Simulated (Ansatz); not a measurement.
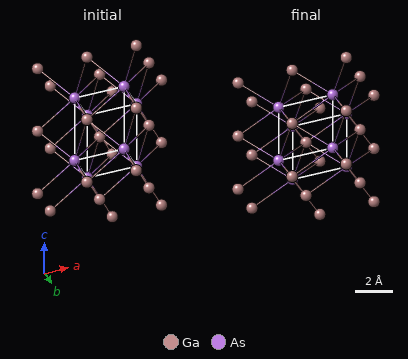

The structure of a crystal of GaAs (a generated structure, set up in P-6m2) before (left) and after (right) a relaxation, at one scale.

The picture is a ball-and-stick view of the cell of the calculation, seen from a free direction.

The run lets cell and atoms move.

Level of theory: Ansatz, Kohn-Sham DFT of a periodic cell, HSE03, Ansatz PAW.

Input
```yaml
crystal:
  lattice:
    - [3.60640121, 0.0, 0.0]
    - [-1.8032006, 3.12323506, 0.0]
    - [0.0, 0.0, 3.57319416]
  atoms:
    - { symbol: Ga, position: [0.33333333, 0.66666667, 0.5] }
    - { symbol: As, position: [0.0, 0.0, 0.0] }
hamiltonian:
  xc: { exchange: pbe, correlation: pbe, exx: { coeff: 0.25, omega: 0.3 } }
  pseudopotentials: { kind: paw }
kpoints:
  mp_grid: { grid: [5, 5, 4] }
scf:
  occupations: { method: fermi_dirac, width: 0.05 }
output:
  forces: true
  stress: true
  eigenvalues: true
relax:
  f_tol: 0.01
  max_steps: 40
  cell: { stress_tol: 0.05 }
```

> Summarise the run.

No atom moves by more than 0.005 Å relative to the cell. The drawn cell changes as follows: a = b 3.606 → 3.954 Å (+9.6 %), c 3.573 → 3.040 Å (−14.9 %); the volume changes by +2.2 %. Near-neighbour distances that change, for instance: As–As 3.573 → 3.040 Å. Among the angles between lasting bonds that change: Ga–As–Ga 81.3° → 67.3°, As–Ga–As 81.3° → 67.3°, Ga–As–Ga 82.2° → 92.2°. The space group stays P-6m2 (No. 187). The energy falls by 175 meV per atom in 7 accepted moves (9 points after the start). All forces vanish by symmetry, so only the cell relaxes. Pressure: −2.12 GPa at the start and 0.00 GPa at the end. The SCF was repeated twice at an unchanged geometry on a basis and grid sized afresh for the cell, which shifted the energy by 0.6 meV per atom at most.

Limits of the set-up: the k-point mesh is coarse for a cell with partly filled bands.
